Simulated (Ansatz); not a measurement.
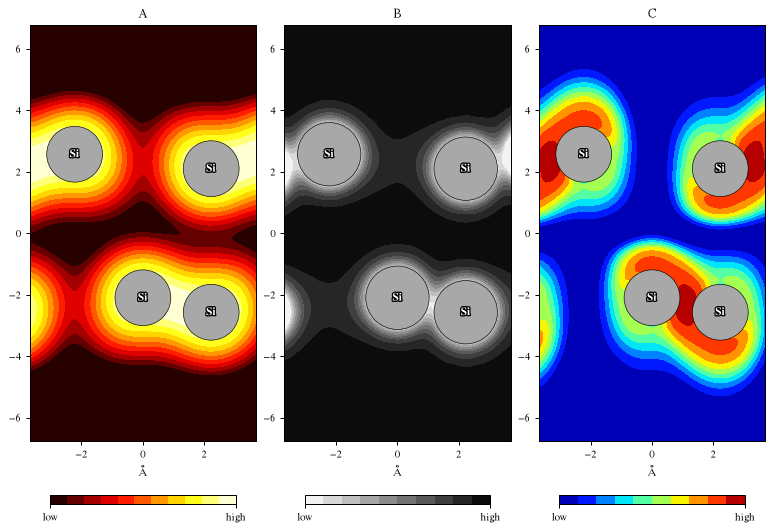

Si (slab): 3 fields on the (110) plane of the calculation cell, a cut from vacuum to vacuum, with unlabelled colour scales. Grey discs cover the atomic cores.

PAW files of the earlier set (soft_1).

Method: DFT PBE+D3(BJ), scalar-relativistic, plane waves, PAW (Ansatz 0.2.0).

Question: The panels show electron localisation function, electrostatic potential energy of an electron and valence pseudo-density in some order. Assign them.

Answer: Panel A: valence pseudo-density. Panel B: electrostatic potential energy of an electron (low next to the atoms, rising into the space between them). Panel C: electron localisation function. From the grid: Si–Si (2.27 Å): ρ is about 0.62 e/Å³ halfway; the ELF peaks at about 0.95 between the atoms (a covalent bond).
